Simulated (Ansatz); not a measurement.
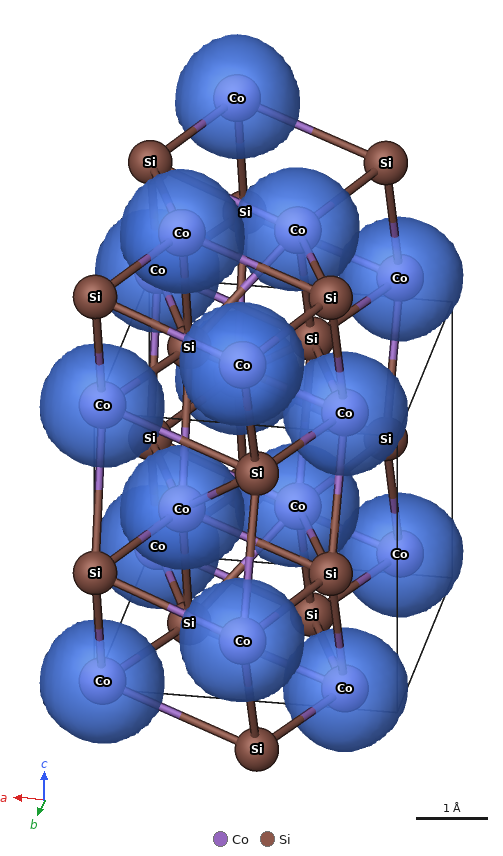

CoSi. Isosurface of the valence electron density at 0.8 e/Å³ (blue), seen at an oblique angle. Sticks mark near contacts.

Space group P2₁3; computed without spin polarisation.

The calculation used DFT LDA, scalar-relativistic, plane waves, PAW in Ansatz.

Core electrons are frozen (PAW), and the valence fields are smoothed inside the atomic spheres.

**How is the density connected at this value?**

At this value the density breaks into separate islands; it holds about 70 % of the electrons treated as valence (semicore included). It bridges none of the near contacts. It is pinched off along the shortest Co–Si (2.28 Å) and Co–Si (2.38 Å) contacts. On the grid the lowest density along these lines, outside the cores, is 0.47 e/Å³ (Co–Si, 2.28 Å) and 0.44 e/Å³ (Co–Si, 2.38 Å).

**Does the calculation make it a metal, or give it a gap?**

It is metallic or semimetallic at this level of theory: no gap opens.
